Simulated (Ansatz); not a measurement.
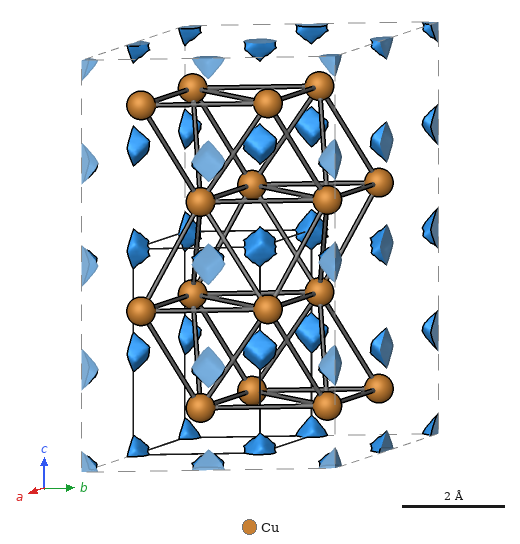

The blue surface encloses the points that the centre of a probe sphere of radius 0.25 Å can occupy in Cu (P6_3/mmc), computed on a grid of about 0.11 Å (2×2×2 cells shown, view slightly off an axis; pale faces close the region where the box cuts it).

Atoms are hard spheres with metallic radii: Cu 1.28 Å.

The cell is taken from the end point of a relaxation with Ansatz 0.2.0, DFT PBEsol, scalar-relativistic, plane waves, PAW.

```
Cu
1.0
     2.52059    0.00000    0.00000
    -1.26030    2.18290    0.00000
     0.00000    0.00000    4.11652
Cu
2
Cartesian
  0.0000 1.4553 1.0291
  1.2603 0.7276 3.0874
```

Do these regions connect?

They are isolated pockets that do not connect across cells.

What share of the cell can the probe's centre reach?

About 1.4 % of the volume (0.31 Å³ of 22.6 Å³).

Give the largest included and the largest free sphere.

The largest sphere that fits anywhere has a diameter of 1.00 Å; the largest that can travel through the crystal, about 0.4 Å.

How does the connectivity change as the probe shrinks?

Below a radius of about 0.18 Å the space forms a three-dimensional network. These are grid estimates, good to about 0.05 Å.
